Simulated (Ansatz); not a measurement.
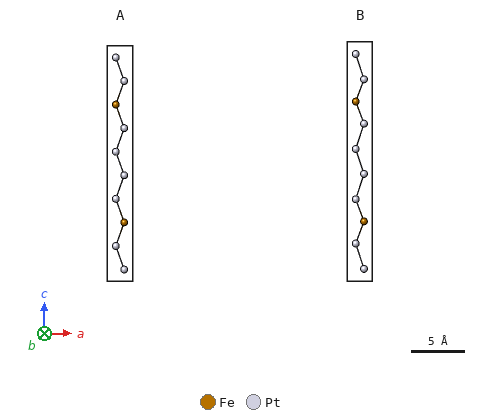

Two geometries of crystalline FePt4 (a generated structure, set up in P6_3/mmc) (coarse preliminary run), drawn at one scale. One is the start of a relaxation, the other its converged end. The picture is a ball-and-stick view of the cell of the calculation, seen along the b axis.

These are results of Ansatz, DFT PBE, scalar-relativistic, plane waves, PAW, not measurements. (plane-wave cutoff 420 eV; k-point mesh 6 × 6 × 1; occupations gaussian; smearing width 0.1 eV; collinear spin; cell and atoms relaxed; force threshold 0.04 eV/Å; at most 70 steps)

Which of the two is the end point?

Answer. Structure B is the relaxed one. The largest moves relative to the cell, 0.18 Å, are those of Pt atoms. Fe stays in place. The volume changes by −0.6 %, with a = b 2.783 → 2.751 Å (−1.2 %), c 22.588 → 22.981 Å (+1.7 %). Near-neighbour distances that change, for instance: Pt–Pt 2.772 → 2.904 Å, Fe–Pt 2.772 → 2.650 Å, Pt–Pt 2.772 → 2.865 Å, Pt–Pt 2.783 → 2.751 Å. The space group stays P6_3/mmc (No. 194). The energy falls by 73.0 meV per atom in 3 accepted moves (4 points after the start). Largest force component: 1.8 eV/Å at the start, 0.0062 eV/Å at the end. The pressure goes from 0.79 to −0.02 GPa. The SCF was repeated once at an unchanged geometry on a basis and grid sized afresh for the cell, which shifted the energy by 0.1 meV per atom at most. The run took 74 s on 4 threads of AMD EPYC (Zen 3), with other jobs on the host, peak memory 0.79 GiB.

Limits of the set-up: the k-point mesh is coarse for a cell with partly filled bands.
